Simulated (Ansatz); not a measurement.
## Single-point calculation of FeO (part 1 of 2)

The run: single-point calculation of FeO (P4₂/mmc, 4 atoms in the cell). Method and program: DFT LDA+U, scalar-relativistic, plane waves, PAW, Ueff = 3 eV on Fe atom 1 d; Ueff = 3 eV on Fe atom 2 d, spin-polarised (Ansatz 0.2.0).

The structure was built on a prototype by a generator; it need not be a known phase. It belongs to a series of runs on one base structure; here: ferromagnetic start, free, natural orbitals of the symmetric run filled by rank. Figures and captions count atoms from 1; the log counts them from 0 in places.

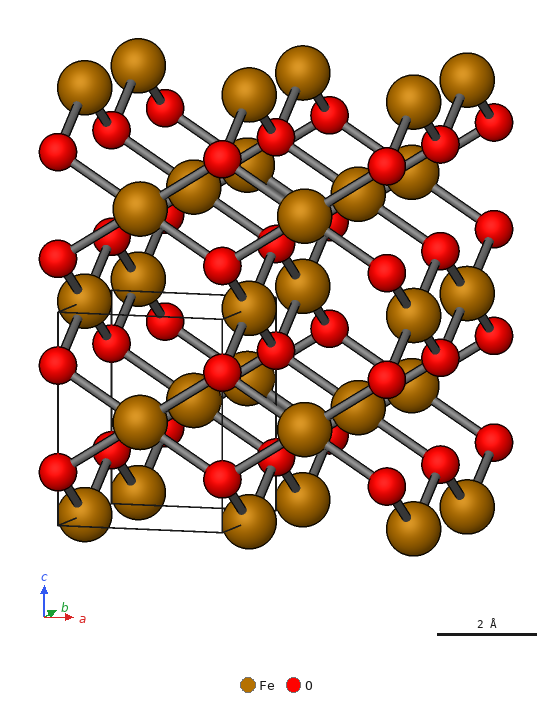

Figure 1. The input geometry (ball-and-stick view of the cell of the calculation, repeated 2 × 2 × 2, seen slightly off an axis). An atom can appear more than once, as a periodic image.

### Summary

```json
{"quantity": "outcome", "value": "converged"}
{"quantity": "space group (tolerance 0.01 Å)", "value": "P4₂/mmc (131)"}
{"quantity": "electrons treated", "value": "44"}
{"quantity": "free energy", "value": "−9943.3983 eV"}
{"quantity": "Fermi energy", "value": "9.720 eV"}
{"quantity": "gap on the k-point mesh", "value": "none (metallic)"}
{"quantity": "net moment of the cell", "value": "7.62 μB"}
{"quantity": "integrated absolute moment", "value": "7.68 μB"}
{"quantity": "pressure", "value": "−7.79 GPa"}
{"quantity": "largest force (length of the vector)", "value": "under 0.001 eV/Å"}
{"quantity": "hardware", "value": "2 threads of AMD EPYC (Zen 5), 16 GiB of memory available, shared host"}
{"quantity": "wall time", "value": "1.6 s (CPU time 2.9 s)"}
{"quantity": "peak memory", "value": "0.42 GiB"}
```

### Input
```yaml
crystal:
  lattice:
    - [3.50238081, 0.0, 0.0]
    - [0.0, 3.50238081, 0.0]
    - [0.0, 0.0, 4.36047231]
  atoms:
    - { symbol: Fe, position: [0.0, 0.5, 0.0], spin: 4.0 }
    - { symbol: Fe, position: [0.5, 0.0, 0.5], spin: 4.0 }
    - { symbol: O, position: [0.0, 0.0, 0.25] }
    - { symbol: O, position: [0.0, 0.0, 0.75] }
basis:
  ecutwfc: 420
  ecutrho_ratio: 4
kpoints:
  mp_grid: { grid: [5, 5, 5] }
hamiltonian:
  xc: lda
  hubbard:
    sites:
      - { site: 0, l: d, u_eff: 3.0, starting_ns: [{ spin: up, occupation_matrix: s0up }, { spin: down, occupation_matrix: s0down }] }
      - { site: 1, l: d, u_eff: 3.0, starting_ns: [{ spin: up, occupation_matrix: s1up }, { spin: down, occupation_matrix: s1down }] }
    occupation_matrices:
      s0up:
        matrix:
          - [0.97, 0.0, 0.0, 0.0, 0.0]
          - [0.0, 0.97, 0.0, 0.0, 0.0]
          - [0.0, 0.0, 0.97, 0.0, 0.0]
          - [0.0, 0.0, 0.0, 0.97, 0.0]
          - [0.0, 0.0, 0.0, 0.0, 0.97]
      s0down:
        matrix:
          - [0.41473, 0.0, 0.0, -0.46817, 0.0]
          - [0.0, 0.02, 0.0, 0.0, 0.0]
          - [0.0, 0.0, 0.02, 0.0, 0.0]
          - [-0.46817, 0.0, 0.0, 0.57527, 0.0]
          - [0.0, 0.0, 0.0, 0.0, 0.02]
      s1up:
        matrix:
          - [0.97, 0.0, 0.0, 0.0, 0.0]
          - [0.0, 0.97, 0.0, 0.0, 0.0]
          - [0.0, 0.0, 0.97, 0.0, 0.0]
          - [0.0, 0.0, 0.0, 0.97, 0.0]
          - [0.0, 0.0, 0.0, 0.0, 0.97]
      s1down:
        matrix:
          - [0.41473, 0.0, 0.0, 0.46817, 0.0]
          - [0.0, 0.02, 0.0, 0.0, 0.0]
          - [0.0, 0.0, 0.02, 0.0, 0.0]
          - [0.46817, 0.0, 0.0, 0.57527, 0.0]
          - [0.0, 0.0, 0.0, 0.0, 0.02]
    ns_hold: { iters: 10 }
scf:
  occupations: { method: gaussian, width: 0.05 }
  lower_state_search: "off"
  max_iter: 150
output:
  forces: true
  stress: true
  eigenvalues: true
  populations: true
  hubbard: { sites: [{ site: 0, l: d }, { site: 1, l: d }] }
  write_density: true
  write_potential: true
  elf: true
  volumetric_format: npy
magnetization:
  spin_polarized: true
```

Launch command:
```bash
ansatz run input.yaml --threads 2 --pin off --max-ram 3072MiB --backend cpu --events-out ev --progress --plain --runs-dir out
```

### What the program printed
```
Fe: projections on atomic orbitals take those of the free atom [Ne] 3s2 3p6 3d6 4s2, of charge +0.00 (hamiltonian.pseudopotentials.projection_atoms); the dataset's partial waves leave at most 1.1e-6 of an orbital's norm unspanned inside its sphere
O: projections on atomic orbitals take those of the free atom [He] 2s2 2p4, of charge +0.00 (hamiltonian.pseudopotentials.projection_atoms); the dataset's partial waves leave at most 1.9e-8 of an orbital's norm unspanned inside its sphere
Engine: ansatz 0.2.0, x86_64-unknown-linux-gnu
Pseudopotentials: kind: paw
Pseudopotential: Fe, paw, valence charge 16, recommended cutoff 420 eV (normal), Fe.paw.azcp
Pseudopotential: O, paw, valence charge 6, recommended cutoff 420 eV (normal), O.paw.azcp
Functional definition: SPW92
  exchange = slater_x
  correlation = pw_c
Crystal: 4 atoms, lattice volume = 53.488 Å³
Basis set: ecut = 420 eV, 1035 PW (Γ)
Bands: 32, of which v1, the nominal top of the filled ones, is band 22 counted from 1 (21 counted from 0)
Symmetry: 16 space group operations
Space group: P42/mmc (ITA 131), of the structure as read, at distance tolerance 3.8e-5 Å
Magnetic group: BNS 131.435 (UNI 1095), of the structure as read, at distance tolerance 3.8e-5 Å
k-points: 18 of 125
Non-local potential: Fe, projectors of the file, l = 0: 3, l = 1: 2, l = 2: 3, l = 3: 1
Non-local potential: O, projectors of the file, l = 0: 2, l = 1: 2, l = 2: 1
PAW form: soft (Blöchl's): semilocal exchange-correlation on the pseudo side does not see the compensation charge
PAW frozen core: Fe, regenerated for the run's functional, and the local potential with it (the file was generated under x = pbe(κ = 0.804, μ = 0.2195149727645171), c = pbe(β = 0.06672455060314922))
PAW frozen core: O, regenerated for the run's functional, and the local potential with it (the file was generated under x = pbe(κ = 0.804, μ = 0.2195149727645171), c = pbe(β = 0.06672455060314922))
PAW one-centre angular grid: Fe, 590 points (default); XC on 64 Gauss nodes
PAW one-centre angular grid: O, 110 points (default); XC on 64 Gauss nodes
Initial density: superposition of atomic densities (chi_scale 0.1, normalization cell, long waves kept (reshape's long-wave potential 0.02 eV rms))
Starting moments: Σ|m| = 8 μB on 2 of 4 sites
Initial wavefunctions: pseudopotential atomic-orbital guess
Functional: x = slater, c = lda
SCF iter   1: F=—  HF=-9946.407099 eV  |F-HF|=—  |Δ(HF+E_count)|=         —  Δρ=2.03e-1 (↑8.04e-2 ↓2.03e-1)  dr2=3.56e1  dr2_m=2.98e0  M=5.757 μB ∫|m|=5.780 μB  β_m=0.30  ethr=3.10e-3  ⟨swp⟩=5.3  Hψ=4117  notcnv=0  defer=2
preconditioner: auto → Kerker (q_TF=auto, 2.641 Å⁻¹)  [metal: Δε(μ)=0.010 eV  Ē_g=11.221 eV  σ=0.050 eV  W_gap=0.11  n_scr=18 (ndim 8)  ℏωp=26.9 eV  f_vac=0.000  D(μ)=8.36/eV (n_scr^D=134)]
spin=Collinear: Kerker preconditioning applied to the charge; magnetization (m = ρ↑ − ρ↓) channel mixes plain (no charge-response kernel on spin).
SCF iter   2: F=—  HF=-9943.298048 eV  |F-HF|=—  |Δ(HF+E_count)|=    3.11e0  Δρ=7.36e-2 (↑4.95e-2 ↓7.36e-2)  dr2=3.50e0  dr2_m=5.99e-1  M=7.879 μB ∫|m|=7.911 μB  β_m=1.00  ethr=3.10e-3  ⟨swp⟩=3.0  Hψ=2718  notcnv=0  defer=110
preconditioner: auto → Resta (q_TF=auto, 2.641 Å⁻¹)  ε∞=6.5  [insulator: Δε(μ)=0.097 eV  Ē_g=11.437 eV  σ=0.050 eV  W_gap=0.56  n_scr=18 (ndim 8)  ℏωp=26.9 eV  f_vac=0.000  D(μ)=0.99/eV (n_scr^D=6)  ε∞_Penn≈6.5]
spin=Collinear: Resta preconditioning applied to the charge; magnetization (m = ρ↑ − ρ↓) channel mixes plain (no charge-response kernel on spin).
SCF iter   3: F=—  HF=-9942.935823 eV  |F-HF|=—  |Δ(HF+E_count)|=   3.62e-1  Δρ=2.87e-2 (↑2.87e-2 ↓2.68e-2)  dr2=6.99e-1  dr2_m=1.19e-2  M=7.660 μB ∫|m|=7.708 μB  β_m=0.30  ethr=3.10e-3  ⟨swp⟩=3.2  Hψ=2278  notcnv=0  defer=98
SCF iter   4: F=—  HF=-9943.150123 eV  |F-HF|=—  |Δ(HF+E_count)|=   2.14e-1  Δρ=2.70e-2 (↑2.18e-2 ↓2.70e-2)  dr2=8.75e-1  dr2_m=6.92e-2  M=7.301 μB ∫|m|=7.396 μB  β_m=0.30  ethr=1.59e-3  ⟨swp⟩=2.6  Hψ=2203  notcnv=0  defer=94
Mixer restart at iter 4: flushing history
spin-set hold released at iteration 4 (site moments contracting): the magnetisation degrees of freedom join the quasi-Newton model from the next iteration; the mixer history was flushed
SCF iter   5: F=—  HF=-9943.158645 eV  |F-HF|=—  |Δ(HF+E_count)|=   8.52e-3  Δρ=1.32e-2 (↑1.00e-2 ↓1.32e-2)  dr2=2.05e-1  dr2_m=3.09e-3  M=7.649 μB ∫|m|=7.711 μB  β_m=0.28  ethr=1.59e-3  ⟨swp⟩=2.2  Hψ=1698  notcnv=0  defer=95
SCF iter   6: F=—  HF=-9943.168141 eV  |F-HF|=—  |Δ(HF+E_count)|=   9.50e-3  Δρ=5.79e-3 (↑5.01e-3 ↓5.79e-3)  dr2=3.49e-2  dr2_m=1.08e-3  M=7.630 μB ∫|m|=7.685 μB  β_m=0.36  ethr=4.67e-4  ⟨swp⟩=2.0  Hψ=1630  notcnv=0  defer=96
SCF iter   7: F=—  HF=-9943.210031 eV  |F-HF|=—  |Δ(HF+E_count)|=   4.19e-2  Δρ=4.30e-3 (↑4.30e-3 ↓3.59e-3)  dr2=1.43e-2  dr2_m=2.21e-3  M=7.593 μB ∫|m|=7.648 μB  β_m=0.49  ethr=7.92e-5  ⟨swp⟩=2.1  Hψ=1601  notcnv=0  defer=95
SCF iter   8: F=—  HF=-9943.220247 eV  |F-HF|=—  |Δ(HF+E_count)|=   1.02e-2  Δρ=3.10e-3 (↑2.42e-3 ↓3.10e-3)  dr2=9.01e-3  dr2_m=1.26e-3  M=7.598 μB ∫|m|=7.651 μB  β_m=0.62  ethr=3.25e-5  ⟨swp⟩=2.1  Hψ=1584  notcnv=0  defer=95
SCF iter   9: F=—  HF=-9943.219494 eV  |F-HF|=—  |Δ(HF+E_count)|=   7.53e-4  Δρ=7.89e-4 (↑7.89e-4 ↓6.10e-4)  dr2=3.58e-4  dr2_m=1.40e-4  M=7.613 μB ∫|m|=7.666 μB  β_m=0.81  ethr=2.05e-5  ⟨swp⟩=1.0  Hψ=1067  notcnv=0  defer=95
SCF iter  10: F=—  HF=-9943.219564 eV  |F-HF|=—  |Δ(HF+E_count)|=   7.00e-5  Δρ=3.18e-4 (↑3.18e-4 ↓2.21e-4)  dr2=6.93e-5  dr2_m=1.85e-5  M=7.609 μB ∫|m|=7.664 μB  β_m=0.89  ethr=8.14e-7  ⟨swp⟩=1.6  Hψ=1182  notcnv=0  defer=95
SCF iter  11: F=—  HF=-9943.219578 eV  |F-HF|=—  |Δ(HF+E_count)|=   1.37e-5  Δρ=1.47e-4 (↑1.47e-4 ↓9.69e-5)  dr2=1.15e-5  dr2_m=4.72e-6  M=7.608 μB ∫|m|=7.664 μB  β_m=0.89  ethr=1.58e-7  ⟨swp⟩=1.3  Hψ=1094  notcnv=0  defer=95
Mixer restart at iter 11: flushing history
SCF iter  12: F=—  HF=-9943.219917 eV  |F-HF|=—  |Δ(HF+E_count)|=         —  Δρ=1.55e-4 (↑1.55e-4 ↓1.12e-4)  dr2=1.42e-5  dr2_m=5.30e-6  M=7.608 μB ∫|m|=7.664 μB  β_m=0.89  ethr=2.62e-8  ⟨swp⟩=1.0  Hψ=1057  notcnv=0  defer=95
SCF iter  13: F=—  HF=-9943.394990 eV  |F-HF|=—  |Δ(HF+E_count)|=   1.75e-1  Δρ=9.52e-3 (↑3.96e-3 ↓9.52e-3)  dr2=6.32e-2  dr2_m=9.55e-3  M=7.508 μB ∫|m|=7.573 μB  β_m=0.30  ethr=2.62e-8  ⟨swp⟩=3.2  Hψ=2095  notcnv=0  defer=95
SCF iter  14: F=—  HF=-9943.393740 eV  |F-HF|=—  |Δ(HF+E_count)|=   1.25e-3  Δρ=2.69e-3 (↑2.69e-3 ↓2.57e-3)  dr2=2.84e-3  dr2_m=1.60e-3  M=7.585 μB ∫|m|=7.645 μB  β_m=0.36  ethr=2.62e-8  ⟨swp⟩=3.2  Hψ=3258  notcnv=0  defer=98
SCF iter  15: F=—  HF=-9943.396947 eV  |F-HF|=—  |Δ(HF+E_count)|=   3.21e-3  Δρ=2.71e-3 (↑9.55e-4 ↓2.71e-3)  dr2=1.87e-3  dr2_m=1.31e-3  M=7.564 μB ∫|m|=7.627 μB  β_m=0.71  ethr=2.62e-8  ⟨swp⟩=3.2  Hψ=2567  notcnv=0  defer=98
SCF iter  16: F=—  HF=-9943.398068 eV  |F-HF|=—  |Δ(HF+E_count)|=   1.12e-3  Δρ=8.44e-4 (↑8.22e-4 ↓8.44e-4)  dr2=3.53e-4  dr2_m=1.90e-4  M=7.585 μB ∫|m|=7.649 μB  β_m=0.71  ethr=2.62e-8  ⟨swp⟩=3.2  Hψ=2328  notcnv=0  defer=98
SCF iter  17: F=—  HF=-9943.398101 eV  |F-HF|=—  |Δ(HF+E_count)|=   3.27e-5  Δρ=7.63e-4 (↑7.63e-4 ↓5.29e-4)  dr2=1.71e-4  dr2_m=1.57e-4  M=7.593 μB ∫|m|=7.657 μB  β_m=0.85  ethr=2.62e-8  ⟨swp⟩=2.6  Hψ=2042  notcnv=0  defer=98
SCF iter  18: F=—  HF=-9943.398284 eV  |F-HF|=—  |Δ(HF+E_count)|=   1.83e-4  Δρ=2.34e-4 (↑1.61e-4 ↓2.34e-4)  dr2=1.44e-5  dr2_m=1.38e-5  M=7.612 μB ∫|m|=7.678 μB  β_m=0.93  ethr=2.62e-8  ⟨swp⟩=2.5  Hψ=1978  notcnv=0  defer=98
SCF iter  19: F=—  HF=-9943.398307 eV  |F-HF|=—  |Δ(HF+E_count)|=   2.32e-5  Δρ=1.11e-4 (↑4.43e-5 ↓1.11e-4)  dr2=2.28e-6  dr2_m=2.18e-6  M=7.617 μB ∫|m|=7.682 μB  β_m=0.96  ethr=2.62e-8  ⟨swp⟩=2.3  Hψ=1657  notcnv=0  defer=98
SCF iter  20: F=—  HF=-9943.398315 eV  |F-HF|=—  |Δ(HF+E_count)|=   8.45e-6  Δρ=9.48e-5 (↑3.04e-5 ↓9.48e-5)  dr2=4.18e-6  dr2_m=9.68e-7  M=7.619 μB ∫|m|=7.685 μB  β_m=0.98  ethr=5.18e-9  ⟨swp⟩=2.0  Hψ=1848  notcnv=0  defer=98
SCF iter  21: F=—  HF=-9943.398316 eV  |F-HF|=—  |Δ(HF+E_count)|=   6.35e-7  Δρ=5.44e-5 (↑5.44e-5 ↓5.23e-5)  dr2=1.44e-6  dr2_m=8.61e-7  M=7.618 μB ∫|m|=7.683 μB  β_m=0.99  ethr=5.18e-9  ⟨swp⟩=2.0  Hψ=1628  notcnv=0  defer=98
SCF iter  22: F=—  HF=-9943.398317 eV  |F-HF|=—  |Δ(HF+E_count)|=   8.77e-7  Δρ=4.40e-5 (↑4.40e-5 ↓3.15e-5)  dr2=2.11e-7  dr2_m=6.49e-7  M=7.620 μB ∫|m|=7.686 μB  β_m=0.95  ethr=3.27e-9  ⟨swp⟩=2.2  Hψ=1837  notcnv=0  defer=98
SCF iter  23: F=-9943.398318 eV  HF=-9943.398318 eV  |F-HF|=3.11e-9  |Δ(HF+E_count)|=   5.84e-7  Δρ=4.98e-6 (↑1.91e-6 ↓4.98e-6)  dr2=9.23e-9  dr2_m=4.43e-9  M=7.619 μB ∫|m|=7.685 μB  ethr=2.27e-10  ⟨swp⟩=12.9  Hψ=7545  notcnv=0
SCF 1 converged in 23 iterations: F = -9943.398318 eV  dr2 = 9.23e-9
  greatest PAW one-centre occupation: 1.005 electrons in one spin orbital (limit 2), on the Fe atom at site 1 (counted from 0), in its partial waves of l = 1
```
